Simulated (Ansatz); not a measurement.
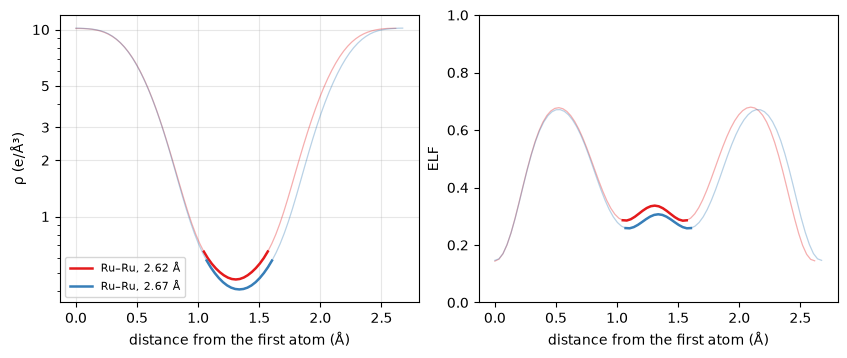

*Ru (slab). Valence pseudo-density and electron localisation function along straight lines between neighbouring atoms. Thin, pale parts lie inside the atomic spheres.*

Not relaxed (largest force 0.9 eV/Å); computed without spin polarisation.

The calculation used Ansatz 0.2.0, DFT LDA, scalar-relativistic, plane waves, PAW.

In a PAW calculation such maps are meaningful between the atoms, not at the nuclei.

```yaml
crystal:
  lattice:
    - [2.67389, 0.00000, 0.00000]
    - [-1.33694, 2.31565, 0.00000]
    - [0.00000, 0.00000, 25.56600]
  atoms:
    - { symbol: Ru, position: [0.66667, 0.33333, 0.29336] }
    - { symbol: Ru, position: [0.33333, 0.66667, 0.37602] }
    - { symbol: Ru, position: [0.66667, 0.33333, 0.45867] }
    - { symbol: Ru, position: [0.33333, 0.66667, 0.54133] }
    - { symbol: Ru, position: [0.66667, 0.33333, 0.62398] }
    - { symbol: Ru, position: [0.33333, 0.66667, 0.70664] }
```

### Compare the contacts.

Ru–Ru (2.62 Å): ρ at the midpoint is about 0.46 e/Å³; the ELF is about 0.35 at the midpoint.
Ru–Ru (2.67 Å): ρ is about 0.41 e/Å³ halfway; the ELF is about 0.30 at the midpoint.
